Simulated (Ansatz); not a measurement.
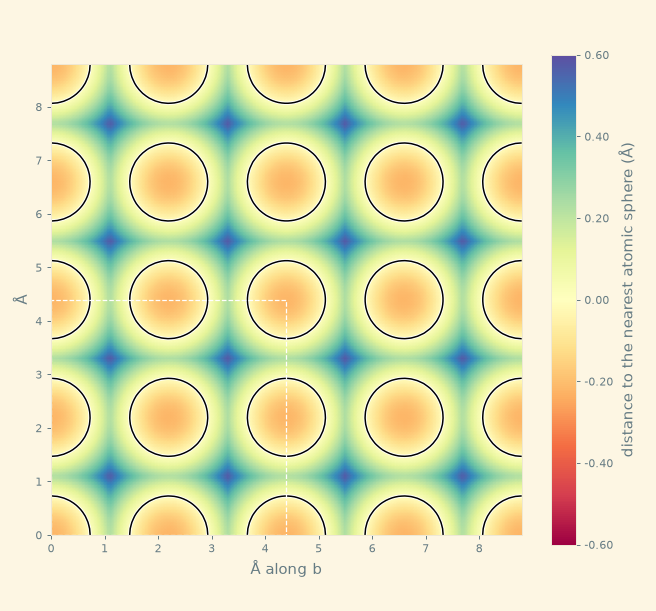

Map of the distance to the nearest atomic sphere in TaN (Fm-3m, No. 225), computed on the section x = 0.250 (parallel to b and c; the dashed line is one cell). The black line marks the spheres' surfaces; positive values are empty space; unlabelled circles belong to atoms above or below the section.

Hard-sphere model; Shannon crystal radii (six-coordinate where tabulated): Ta 0.86 Å, N 1.32 Å.

Origin of the cell: a calculation's input that goes back to an entry of the Crystallography Open Database (an earlier step may have relaxed or displaced it).

```cif
data_structure
_symmetry_space_group_name_H-M 'Fm-3m'
_symmetry_Int_Tables_number 225
_cell_length_a 4.3965
_cell_length_b 4.3965
_cell_length_c 4.3965
_cell_angle_alpha 90.000
_cell_angle_beta 90.000
_cell_angle_gamma 90.000
_cell_volume 84.98
loop_
_atom_site_label
_atom_site_type_symbol
_atom_site_symmetry_multiplicity
_atom_site_Wyckoff_symbol
_atom_site_fract_x
_atom_site_fract_y
_atom_site_fract_z
_atom_site_occupancy
Ta1 Ta 4 b 0.50000 0.00000 0.00000 1
N1 N 4 a 0.00000 0.00000 0.00000 1
```

**Where is the largest hole in this section, and how large is it?**

At 0.250, 0.250, 0.250 (fractional), where the distance reaches 0.58 Å; it is enclosed by 4 N (then 4 Ta) in a tetrahedral arrangement. It is the largest hole of the crystal.

**How much of the crystal lies outside the spheres?**

About 42 % of the cell's volume, and 65 % of this section's area.

**What can pass through?**

The largest sphere that fits anywhere has a diameter of 1.17 Å; the largest that can travel through the crystal, about 0.6 Å.
